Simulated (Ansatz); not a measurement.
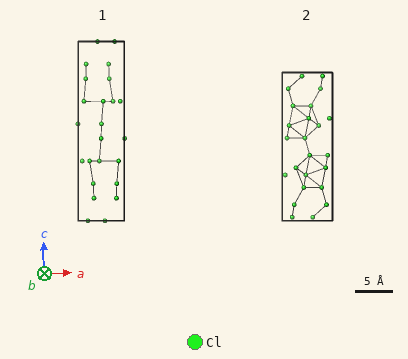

Two geometries of solid Cl (built on the alpha-boron_166 type) (coarse preliminary run), drawn at one scale. One is the start of a relaxation, the other its converged end. Style: ball-and-stick. Shown: the conventional cell (3 times the calculation's cell), along the b axis. Lengths and directions refer to the drawn axes.

Method: DFT r2SCAN, scalar-relativistic, plane waves, PAW in Ansatz. Settings: plane-wave cutoff 500 eV; k-point mesh 3 × 3 × 3; occupations gaussian; smearing width 0.1 eV; no spin polarisation; cell and atoms relaxed; force threshold 0.04 eV/Å; at most 70 steps.

Which of the two is the end point?

Answer. Structure 1 is the relaxed one. Case: alpha-boron type (R-3m, No. 166). The largest moves relative to the cell, 0.77 Å, are those of Cl atoms. The drawn cell changes as follows: a = b 7.894 → 7.243 Å (−8.3 %), c 20.194 → 24.416 Å (+20.9 %); the volume changes by +1.8 %. Among the contacts that change: Cl–Cl 2.901 → 3.911 Å, Cl–Cl 2.815 → 3.701 Å, Cl–Cl 2.683 → 1.996 Å, Cl–Cl 3.232 → 2.681 Å. The space group stays R-3m (No. 166). After 9 accepted moves (10 points after the start) the energy has fallen by 8.288 eV per cell of the calculation. The largest force component goes from 1.1 to 0.012 eV/Å. Pressure: 0.11 GPa at the start and 0.02 GPa at the end. At 1 point the geometry stayed and the basis and grid were re-selected for the new cell (energy shift of 2.2 meV per cell of the calculation at most each time). The run took about 3 core-minutes on a shared host.
